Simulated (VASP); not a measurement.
System: KZnF$_{3}$.

Input

```
ALGO = Normal ; EDIFF = 1E-7
ENCUT = 520 ; GGA = PE
ISIF = 2 ; ISMEAR = 0
LASPH = True ; LCHARG = True
LELF = True ; LREAL = False
LVHAR = True ; LWAVE = False
NBANDS = 29 ; NELM = 100
PREC = Accurate ; SIGMA = 0.02
```

Run with:

```sh
cat potpaw_PBE.64/K_sv/POTCAR potpaw_PBE.64/Zn/POTCAR potpaw_PBE.64/F/POTCAR > POTCAR
mpirun -np 1 vasp_std > vasp.out
```

Below, planes, directions and counts refer to the conventional cell (a = 4.13 Å, b = 4.13 Å, c = 4.13 Å, α = 90.00°, β = 90.00°, γ = 90.00°).

Space group Pm-3m.

Theory: Kohn-Sham DFT of a periodic cell, PBE, VASP PAW PBE potentials, recommended (VASP).

What will maps of the valence pseudo-density and electron localisation function show?

Zn–F (2.06 Å): ρ is about 0.4 e/Å³ halfway; the ELF peaks at about 0.80 in the valence shell of F, 0.6 Å from its nucleus, and drops to about 0.10 between the two atoms; no localised pair shows between them.
K–F (2.92 Å): the density is about 0.07 e/Å³ at the midpoint; the ELF is about 0 at the midpoint (a largely ionic contact).

Metal or insulator at this level of theory?

It is gapped, with a Kohn–Sham gap of 3.7 eV on the k-point mesh, an upper bound to the gap of this method.

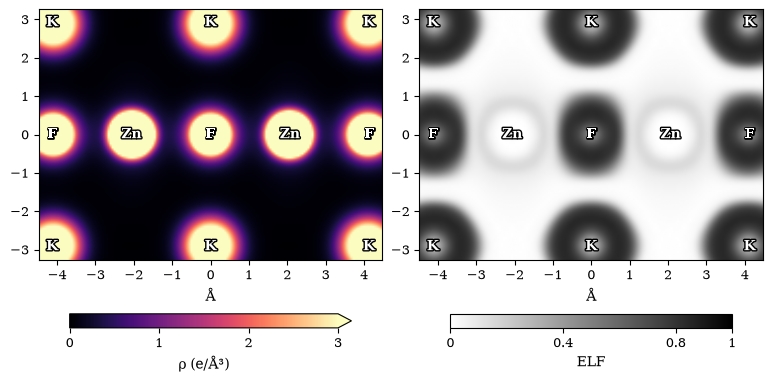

Computed valence pseudo-density and electron localisation function on the (101) plane of the conventional cell, in this order. 

In a PAW calculation such maps are meaningful between the atoms, not at the nuclei.
